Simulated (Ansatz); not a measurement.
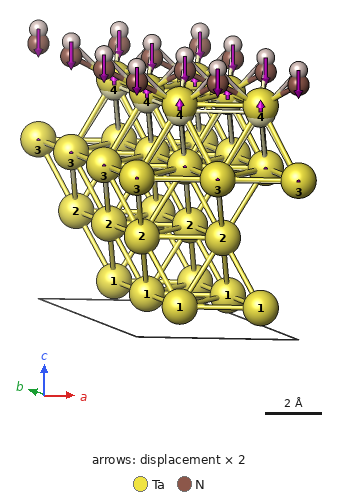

This is a constrained relaxation of a slab of composition Ta4N (cut from the Fm-3m phase). The starting structure is drawn faded, the final one solid; purple arrows show the displacements, magnified 2 times.

The picture is a ball-and-stick view of the 2 × 3 repeat of the cell, outlined in the plane, without the vacuum, seen slightly off an axis.

Case: N put at a hollow Ta-Ta-Ta site. The slab is the (1 1 1) face of Ta with N on it. 2 atoms are held fixed.

Computed with Ansatz 0.2.0, DFT PBEsol, scalar-relativistic, plane waves, PAW.

The input:
```yaml
crystal:
  lattice:
    - [2.952588334, 0.0, 0.0]
    - [-1.476294167, 2.5570165042, 0.0]
    - [0.0, 0.0, 26.2323348389]
  atoms:
    - { symbol: Ta, position: [0.6666666667, 0.3333333333, 0.3240275809] }
    - { symbol: Ta, position: [0.3333333333, 0.6666666667, 0.415928599] }
    - { symbol: Ta, position: [0.0, 0.0, 0.5077378576] }
    - { symbol: Ta, position: [0.6666666667, 0.3333333333, 0.5991526892] }
    - { symbol: "N", position: [0.0, 0.0, 0.6647206233] }
basis:
  ecutwfc: 420
kpoints:
  mp_grid: { grid: [12, 12, 1] }
hamiltonian:
  xc: pbesol
scf:
  occupations: { method: gaussian, width: 0.1 }
output:
  forces: true
  eigenvalues: true
  write_density: true
  write_potential: true
  elf: true
  volumetric_format: npy
relax:
  adjacent_minimum: "off"
  f_tol: 0.03
  max_steps: 70
  constraints: [{ sites: [0, 1] }]
efield:
  axis: 3
  dipole_correction: true
  ramp_width: 0.04
```

Launched with:
```bash
ansatz run input.yaml --threads 2 --pin off --max-ram 5120MiB --backend cpu --events-out ev --progress --plain --runs-dir out
```

Question: Which element moves most?

Answer: Nitrogen: up to 0.53 Å, against 0.24 Å for tantalum.

Question: What did the optimiser do to the structure, and how much energy did it gain?

Answer: The atom that moves furthest is N5 (0.53 Å along the normal (−c)). By element the largest moves are N 0.53 Å, Ta 0.24 Å. The lattice vectors keep their values. Among the contacts that change: Ta4–N5 2.422 → 1.951 Å, Ta3–Ta4 2.942 → 3.095 Å, Ta2–Ta3 2.951 → 2.995 Å. Bond angles that change, for instance: Ta4–N5–Ta4 75.1° → 98.3°. Over 5 accepted moves (6 points after the start) the energy falls by 3.537 eV per cell of the calculation. The largest force component goes from 5.2 to 0.0022 eV/Å. The line search rejected the trial step at point 3 of the run. Cost: 56 s on 2 threads of Arm Neoverse V1, with other jobs on the host, peak memory 0.46 GiB.

Limits of the set-up: the cell has an odd number of electrons but was run without spin polarisation; the periodic images lie only 3.0 Å apart, so the values are limited by the cell's size.
